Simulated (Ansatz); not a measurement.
Geometry relaxation of Co (part 2 of 2)

The same run, continued: Co (Fm-3m, 8 atoms in the cell); DFT PBE, scalar-relativistic, plane waves, PAW, spin-polarised (Ansatz 0.2.0); cutoff 420 eV, 8×8×8 k-mesh, Gaussian smearing of 0.1 eV, collinear spins. The structure derives from a Materials Project entry. It belongs to a series of runs on one base structure; here: 0 of 8 Co sites taken by Ir, cell and atoms relaxed.

Geometry of the input (Å; fractional positions):
```
0.0000  3.5201  -3.5201
-3.5201  0.0000  -3.5201
-3.5201  3.5201  0.0000
Co 0.5000  0.5000  0.0000
Co -0.0000  0.5000  0.0000
Co 0.5000  -0.0000  0.0000
Co 0.0000  0.0000  0.0000
Co 0.5000  0.5000  0.5000
Co -0.0000  0.5000  0.5000
Co 0.5000  -0.0000  0.5000
Co -0.0000  0.0000  0.5000
```

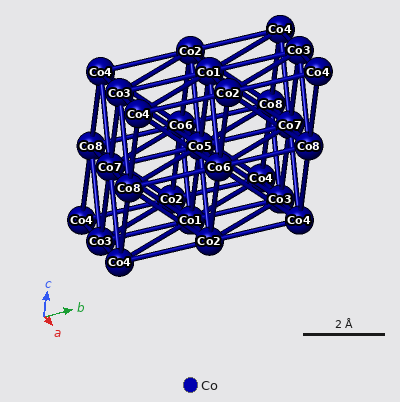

Figure 1. The geometry at step 2 of the log (ball-and-stick view of the cell of the calculation, seen slightly off an axis; atoms are numbered from 1 in the order of the input).

Output, continued
```
SCF iter   1: F=—  HF=-41009.104303 eV  |F-HF|=—  |Δ(HF+E_count)|=         —  Δρ=1.09e-5 (↑8.11e-6 ↓1.09e-5)  dr2=9.05e-8  dr2_m=2.59e-9  M=12.948 μB ∫|m|=14.158 μB  β_m=0.65  ethr=6.69e-9  ⟨swp⟩=4.0  Hψ=34585  notcnv=0
preconditioner: auto → Kerker (q_TF=auto, 1.956 Å⁻¹)  [metal: Δε(μ)=0.009 eV  Ē_g=8.845 eV  σ=0.100 eV  W_gap=0.05  n_scr=14 (ndim 8)  ℏωp=33.8 eV  f_vac=0.000  D(μ)=10.46/eV (n_scr^D=168)]
spin=Collinear: Kerker preconditioning applied to the charge; magnetization (m = ρ↑ − ρ↓) channel mixes plain (no charge-response kernel on spin).
SCF iter   2: F=—  HF=-41009.104303 eV  |F-HF|=—  |Δ(HF+E_count)|=   1.78e-8  Δρ=2.32e-6 (↑2.32e-6 ↓1.88e-6)  dr2=2.30e-9  dr2_m=1.83e-9  M=12.948 μB ∫|m|=14.158 μB  β_m=0.56  ethr=6.65e-11  ⟨swp⟩=2.2  Hψ=8614  notcnv=0
SCF iter   3: F=—  HF=-41009.104303 eV  |F-HF|=—  |Δ(HF+E_count)|=   9.96e-9  Δρ=2.28e-6 (↑2.28e-6 ↓1.70e-6)  dr2=4.44e-9  dr2_m=1.48e-10  M=12.948 μB ∫|m|=14.158 μB  β_m=0.53  ethr=1.69e-12  ⟨swp⟩=2.1  Hψ=9292  notcnv=0
SCF iter   4: F=—  HF=-41009.104303 eV  |F-HF|=—  |Δ(HF+E_count)|=   1.73e-9  Δρ=7.68e-7 (↑2.82e-7 ↓7.68e-7)  dr2=6.25e-10  dr2_m=7.14e-11  M=12.948 μB ∫|m|=14.158 μB  β_m=0.76  ethr=1.69e-12  ⟨swp⟩=2.0  Hψ=9215  notcnv=0
SCF iter   5: F=—  HF=-41009.104303 eV  |F-HF|=—  |Δ(HF+E_count)|=   4.29e-9  Δρ=5.18e-7 (↑1.57e-7 ↓5.18e-7)  dr2=2.22e-10  dr2_m=5.39e-11  M=12.948 μB ∫|m|=14.158 μB  β_m=0.88  ethr=1.00e-12  ⟨swp⟩=2.0  Hψ=7173  notcnv=0
SCF iter   6: F=-41009.104303 eV  HF=-41009.104303 eV  |F-HF|=1.46e-11  |Δ(HF+E_count)|=  9.68e-10  Δρ=1.21e-7 (↑8.36e-8 ↓1.21e-7)  dr2=3.56e-12  dr2_m=7.55e-12  M=12.948 μB ∫|m|=14.158 μB  ethr=1.00e-12  ⟨swp⟩=2.4  Hψ=15509  notcnv=0
SCF 4 converged in 6 iterations: F = -41009.104303 eV  dr2 = 3.56e-12
relax step   4: F+E_penalty+E_count = -41009.10430290 eV  Δ(F+E_penalty+E_count) = +1.871e-4 eV  max|allowed force component| = 1.060e-28 eV/Å  Δτ_max = 0.0000 Å  P = +0.002 GPa  Ω = 87.080 Å³  stress off target by 1.50e-3 GPa  SCF on the basis re-selected at this cell (its energy is not comparable with the rows above)  (6 SCF iters)
basis re-selected at this cell: Δ(F+E_penalty+E_count) = +1.871e-4 eV, ΔP = -0.003 GPa vs the last step (what re-selecting the basis moved, of the pressure what is left beyond the Pulay correction that the steps carried, after the strain that the cell walked since its last selection, with what the two solves' SCF thresholds leave and, on support functions, any second-order correction that the steps lacked; it is no measure of the basis error at this ecutwfc). This SCF's stress stands 1.50e-3 GPa from its target on what of the cell is left free (relax.cell.stress_tol is 1.50e-1 GPa) and its largest allowed force component is 1.06e-28 eV/Å (relax.f_tol is 1.50e-2 eV/Å): within both
SCF converged after 6 iterations
Magnetization: 12.9478 μB (74.4739 up, 61.5261 down)
Absolute magnetization: 14.1613 μB (∫|ρ↑−ρ↓|, with the PAW one-centre terms)
Spin contamination: 0.2081 ħ² per cell (⟨S²⟩ above its minimum at these occupations)
Per-site moments (μB) at R_I (Å): [(1.6879528884044273, 1.0261376754293212), (1.6879528884044273, 1.0261376754293212), (1.6879528884044273, 1.0261376754293212), (1.6879528884044273, 1.0261376754293212), (1.6879528884044273, 1.0261376754293212), (1.6879528884044273, 1.0261376754293212), (1.6879528884044273, 1.0261376754293212), (1.6879528884044273, 1.0261376754293212)]
Free energy (F): -41009.104303 eV
Harris-Foulkes:  -41009.104303 eV  (|F-HF|=1.46e-11)
Internal energy: -41009.052014 eV  (E = F + TS)
E sigma→0 (E₀):  -41009.078159 eV
Entropy (-TS):   -0.052289 eV (-6.536 meV/atom)
Fermi energy:    18.734009 eV
--- Per-component energies (eV) ---
  E_band       = -1960.537920
  E_kinetic    = 3628.146709
  E_local      = -22694.141549  (includes V_loc(G=0)·N_el)
  E_nonlocal   = 3633.191722
  E_hartree    = 9510.624239
  E_xc         = -1271.829087
  E_vxc        = -1641.198403  (∫ρ·V_xc dr)
  E_paw        = -12121.065099  (= ΣΔE_a)
  E_vpaw       = -3907.785993  (= ΣTr[D̂ρ^β])
  E_aug_tail   = 0.000827  (compensation charges beyond the density's cutoff)
  E_ewald      = -21693.979777
  E_smearing   = -0.052289  (= −TS)
  E_closure    = 0.000000  (closes the sum)
  Σ components = -41009.104303   (vs F -41009.104303, Δ=0.00e0)
--- Forces (eV/Å), atoms counted from 1 ---
  atom   1  Co    -0.00000000     0.00000000     0.00000000
  atom   2  Co    -0.00000000     0.00000000    -0.00000000
  atom   3  Co     0.00000000    -0.00000000     0.00000000
  atom   4  Co    -0.00000000     0.00000000     0.00000000
  atom   5  Co    -0.00000000     0.00000000     0.00000000
  atom   6  Co    -0.00000000     0.00000000     0.00000000
  atom   7  Co    -0.00000000    -0.00000000     0.00000000
  atom   8  Co    -0.00000000     0.00000000    -0.00000000
  max |Σ_I F_I| component: 3.87e-28 eV/Å
--- Stress (GPa, compression-positive) ---
        0.001504      -0.000000      -0.000000
       -0.000000       0.001504       0.000000
       -0.000000       0.000000       0.001504
  P = ⅓ Tr σ = 0.0015 GPa (0.015 kbar)
--- Band table (eV; the first three rows and the last of 58) ---
  k-point 0 ↑: bands = ["-77.4404", "-77.3864", "-77.3864", "-77.3864", "-77.3864", "-77.3689", "-77.3689", "-77.3689", "-40.8292", "-40.8292", "-40.8292", "-40.8292", "-40.8111", "-40.8111", "-40.8111", "-40.6289", "-40.6289", "-40.6289", "-40.6289", "-40.6289", "-40.6289", "-40.5560", "-40.5560", "-40.5560", "-40.5560", "-40.5560", "-40.5560", "-40.5560", "-40.5560", "-40.5112", "-40.5112", "-40.5112", "9.6078", "13.4050", "13.4050", "13.4050", "13.4747", "13.4747", "13.4747", "13.4747", "14.0535", "14.0535", "14.0535", "15.8722", "15.8722", "15.8722", "15.8722", "15.8722", "15.8722", "15.8722", "15.8722", "16.0080", "16.0080", "16.0080", "17.0555", "17.0555", "17.8483", "17.8483", "17.8483", "17.9625", "17.9625", "17.9625", "17.9625", "17.9625", "17.9625", "17.9625", "17.9625", "18.2290", "18.2290", "18.2290", "18.2290", "18.2290", "18.2290", "18.3267", "18.3267", "18.3267", "18.3267", "21.1220", "21.1220", "21.1220", "24.7735", "24.7735", "24.7735", "24.7735", "28.1965", "28.1965", "28.1965", "33.3966", "33.3966", "33.3966", "33.3966"]
  k-point 1 ↑: bands = ["-77.4384", "-77.3885", "-77.3858", "-77.3858", "-77.3858", "-77.3695", "-77.3695", "-77.3695", "-40.8239", "-40.8239", "-40.8239", "-40.8172", "-40.8051", "-40.8051", "-40.8051", "-40.6329", "-40.6329", "-40.6329", "-40.6261", "-40.6261", "-40.6261", "-40.5634", "-40.5634", "-40.5634", "-40.5588", "-40.5588", "-40.5588", "-40.5543", "-40.5543", "-40.5234", "-40.5129", "-40.5129", "9.7631", "13.4316", "13.4714", "13.4714", "13.4714", "13.5615", "13.5615", "13.5615", "14.1092", "14.1092", "14.1092", "15.7956", "15.7956", "15.7956", "15.9001", "15.9001", "15.9397", "15.9397", "15.9397", "15.9640", "16.0458", "16.0458", "17.0394", "17.0394", "17.2449", "17.2449", "17.2449", "17.7424", "17.7864", "17.7864", "17.7864", "17.8969", "17.8969", "17.9495", "17.9495", "17.9495", "17.9671", "17.9671", "17.9671", "18.1875", "18.1875", "18.1875", "19.0845", "19.0845", "19.0845", "21.1900", "21.1900", "21.1900", "24.9069", "24.9069", "24.9069", "25.6686", "28.5724", "28.5724", "28.5724", "32.5249", "32.5249", "32.5249", "33.6355"]
  k-point 2 ↑: bands = ["-77.4327", "-77.3944", "-77.3839", "-77.3839", "-77.3839", "-77.3714", "-77.3714", "-77.3714", "-40.8096", "-40.8096", "-40.8096", "-40.7898", "-40.7898", "-40.7898", "-40.7832", "-40.6425", "-40.6425", "-40.6425", "-40.6182", "-40.6182", "-40.6182", "-40.5840", "-40.5840", "-40.5840", "-40.5667", "-40.5667", "-40.5667", "-40.5583", "-40.5494", "-40.5494", "-40.5177", "-40.5177", "10.2186", "13.2287", "13.6626", "13.6626", "13.6626", "13.7987", "13.7987", "13.7987", "14.2682", "14.2682", "14.2682", "15.5697", "15.5697", "15.5697", "15.8495", "15.9775", "15.9775", "16.1361", "16.1361", "16.1361", "16.1369", "16.1369", "16.5118", "16.5118", "16.5118", "16.6709", "17.0135", "17.0135", "17.3006", "17.3006", "17.3006", "17.5729", "17.5729", "17.5729", "17.7160", "17.7160", "17.9807", "17.9807", "17.9807", "18.1171", "18.1171", "18.1171", "19.9322", "19.9322", "19.9322", "21.2775", "21.2775", "21.2775", "25.3423", "25.3423", "25.3423", "27.7402", "29.5682", "29.5682", "29.5682", "30.8777", "30.8777", "30.8777", "34.3259"]
  k-point 28 ↓: bands = ["-75.3400", "-75.3400", "-75.3400", "-75.3400", "-75.3131", "-75.3131", "-75.3131", "-75.3131", "-38.7387", "-38.7387", "-38.7387", "-38.7387", "-38.6954", "-38.6954", "-38.6954", "-38.6954", "-38.6936", "-38.6936", "-38.6936", "-38.6936", "-38.5823", "-38.5823", "-38.5823", "-38.5823", "-38.5784", "-38.5784", "-38.5784", "-38.5784", "-38.5368", "-38.5368", "-38.5368", "-38.5368", "13.2161", "13.2161", "13.2161", "13.2161", "15.8030", "15.8030", "15.8030", "15.8030", "16.3137", "16.3137", "16.3137", "16.3137", "16.4591", "16.4591", "16.4591", "16.4591", "16.5984", "16.5984", "16.5984", "16.5984", "17.5452", "17.5452", "17.5452", "17.5452", "18.6196", "18.6196", "18.6196", "18.6196", "18.7271", "18.7271", "18.7271", "18.7271", "18.8082", "18.8082", "18.8082", "18.8082", "19.5679", "19.5679", "19.5679", "19.5679", "19.9337", "19.9337", "19.9337", "19.9337", "23.6555", "23.6555", "23.6555", "23.6555", "28.2288", "28.2288", "28.2288", "28.2288", "30.5551", "30.5551", "30.5551", "30.5551", "34.4711", "34.4711", "34.4711"]
--- Relaxed structure (3 steps of the walk, 3 accepted, 1 SCFs on fresh bases) ---
  F+E_penalty+E_count = -41009.10430290 eV   max|allowed force component| = 1.060e-28 eV/Å   (the final SCF, on the basis selected at the relaxed cell)
  cell:  # Å, volume = 87.0803 Å³
    - [-3.0206002332509167e-33, 3.518006830191872, -3.518006830191872]
    - [-3.518006830191872, 1.6305190505265886e-33, -3.518006830191872]
    - [-3.518006830191872, 3.518006830191872, -4.1161052203234684e-33]
  atoms:
    - { symbol: Co, position: [0.5, 0.5, 0.0] }
    - { symbol: Co, position: [0.0, 0.5, 0.0] }
    - { symbol: Co, position: [0.5, 0.0, 0.0] }
    - { symbol: Co, position: [-7.37436713658249e-39, 9.600591187221955e-39, 1.1548537222063807e-38] }
    - { symbol: Co, position: [0.5, 0.5, 0.5] }
    - { symbol: Co, position: [0.0, 0.5, 0.5] }
    - { symbol: Co, position: [0.5, 0.0, 0.5] }
    - { symbol: Co, position: [2.925026456030951e-34, 2.925026456030951e-34, 0.5] }
--- Löwdin populations: 8 sites ---
  site symbol       q [e]    m [muB]
     0     Co     16.7740     1.6818
     1     Co     16.7740     1.6818
     2     Co     16.7740     1.6818
     3     Co     16.7740     1.6818
     4     Co     16.7740     1.6818
     5     Co     16.7740     1.6818
     6     Co     16.7740     1.6818
     7     Co     16.7740     1.6818
  spilling = 0.013297 (of n_electrons = 136.000000)
```

File populations.tsv
```
# site	symbol	l	j	q_up	q_dn
# orbitals = lowdin
# n_electrons = 136.000000
# spilling = 0.013297
0	Co	0_3S	-	0.993643	0.993906
0	Co	0_4S	-	0.460395	0.493717
0	Co	1_3P	-	2.998784	2.998666
0	Co	2_3D	-	4.775071	3.059775
1	Co	0_3S	-	0.993643	0.993906
1	Co	0_4S	-	0.460395	0.493717
1	Co	1_3P	-	2.998784	2.998666
1	Co	2_3D	-	4.775071	3.059775
2	Co	0_3S	-	0.993643	0.993906
2	Co	0_4S	-	0.460395	0.493717
2	Co	1_3P	-	2.998784	2.998666
2	Co	2_3D	-	4.775071	3.059775
3	Co	0_3S	-	0.993643	0.993906
3	Co	0_4S	-	0.460395	0.493717
3	Co	1_3P	-	2.998784	2.998666
3	Co	2_3D	-	4.775071	3.059775
4	Co	0_3S	-	0.993643	0.993906
4	Co	0_4S	-	0.460395	0.493717
4	Co	1_3P	-	2.998784	2.998666
4	Co	2_3D	-	4.775071	3.059775
5	Co	0_3S	-	0.993643	0.993906
5	Co	0_4S	-	0.460395	0.493717
5	Co	1_3P	-	2.998784	2.998666
5	Co	2_3D	-	4.775071	3.059775
6	Co	0_3S	-	0.993643	0.993906
6	Co	0_4S	-	0.460395	0.493717
6	Co	1_3P	-	2.998784	2.998666
6	Co	2_3D	-	4.775071	3.059775
7	Co	0_3S	-	0.993643	0.993906
7	Co	0_4S	-	0.460395	0.493717
7	Co	1_3P	-	2.998784	2.998666
7	Co	2_3D	-	4.775071	3.059775
```

Trajectory as extended XYZ (Å, eV, eV/Å), 4 frames, from step=1 to step=4
```
8
Lattice="0.0000 3.5201 -3.5201 -3.5201 0.0000 -3.5201 -3.5201 3.5201 0.0000" Properties=species:S:1:pos:R:3:forces:R:3 step=1 energy=-41009.10413 pressure_GPa=-0.37
Co   -1.7601    1.7601   -3.5201    0.0000   0.0000   0.0000
Co   -1.7601    0.0000   -1.7601    0.0000   0.0000   0.0000
Co    0.0000    1.7601   -1.7601    0.0000   0.0000   0.0000
Co    0.0000    0.0000    0.0000    0.0000   0.0000   0.0000
Co   -3.5201    3.5201   -3.5201    0.0000   0.0000   0.0000
Co   -3.5201    1.7601   -1.7601    0.0000   0.0000   0.0000
Co   -1.7601    3.5201   -1.7601    0.0000   0.0000   0.0000
Co   -1.7601    1.7601    0.0000    0.0000   0.0000   0.0000
8
Lattice="0.0000 3.5190 -3.5190 -3.5190 0.0000 -3.5190 -3.5190 3.5190 0.0000" Properties=species:S:1:pos:R:3:forces:R:3 step=2 energy=-41009.10436 pressure_GPa=-0.18
Co   -1.7595    1.7595   -3.5190    0.0000   0.0000   0.0000
Co   -1.7595    0.0000   -1.7595    0.0000   0.0000   0.0000
Co    0.0000    1.7595   -1.7595    0.0000   0.0000   0.0000
Co    0.0000    0.0000    0.0000    0.0000   0.0000   0.0000
Co   -3.5190    3.5190   -3.5190    0.0000   0.0000   0.0000
Co   -3.5190    1.7595   -1.7595    0.0000   0.0000   0.0000
Co   -1.7595    3.5190   -1.7595    0.0000   0.0000   0.0000
Co   -1.7595    1.7595    0.0000    0.0000   0.0000   0.0000
8
Lattice="0.0000 3.5180 -3.5180 -3.5180 0.0000 -3.5180 -3.5180 3.5180 0.0000" Properties=species:S:1:pos:R:3:forces:R:3 step=3 energy=-41009.10449 pressure_GPa=0.00
Co   -1.7590    1.7590   -3.5180    0.0000   0.0000   0.0000
Co   -1.7590    0.0000   -1.7590    0.0000   0.0000   0.0000
Co    0.0000    1.7590   -1.7590    0.0000   0.0000   0.0000
Co    0.0000    0.0000    0.0000    0.0000   0.0000   0.0000
Co   -3.5180    3.5180   -3.5180    0.0000   0.0000   0.0000
Co   -3.5180    1.7590   -1.7590    0.0000   0.0000   0.0000
Co   -1.7590    3.5180   -1.7590    0.0000   0.0000   0.0000
Co   -1.7590    1.7590    0.0000    0.0000   0.0000   0.0000
8
Lattice="0.0000 3.5180 -3.5180 -3.5180 0.0000 -3.5180 -3.5180 3.5180 0.0000" Properties=species:S:1:pos:R:3:forces:R:3 step=4 energy=-41009.10430 pressure_GPa=0.00
Co   -1.7590    1.7590   -3.5180    0.0000   0.0000   0.0000
Co   -1.7590    0.0000   -1.7590    0.0000   0.0000   0.0000
Co    0.0000    1.7590   -1.7590    0.0000   0.0000   0.0000
Co    0.0000    0.0000    0.0000    0.0000   0.0000   0.0000
Co   -3.5180    3.5180   -3.5180    0.0000   0.0000   0.0000
Co   -3.5180    1.7590   -1.7590    0.0000   0.0000   0.0000
Co   -1.7590    3.5180   -1.7590    0.0000   0.0000   0.0000
Co   -1.7590    1.7590    0.0000    0.0000   0.0000   0.0000
```

Key numbers

```csv
quantity,value
outcome,converged
space group (tolerance 0.01 Å),Fm-3m (225)
electrons treated,136
free energy,−41009.1043 eV
Fermi energy,18.734 eV
gap on the k-point mesh,none (metallic)
net moment of the cell,12.95 μB
integrated absolute moment,14.16 μB
pressure,0.00 GPa
final volume,87.08 Å³
largest force (length of the vector) at the end,under 0.001 eV/Å
final cell,"a = 4.975 Å, b = 4.975 Å, c = 4.975 Å, α = 60.00°, β = 60.00°, γ = 60.00°"
hardware,"1 thread of Arm Neoverse V2, 240 GiB of memory available, shared host"
wall time,2.9 min
peak memory,0.71 GiB
```
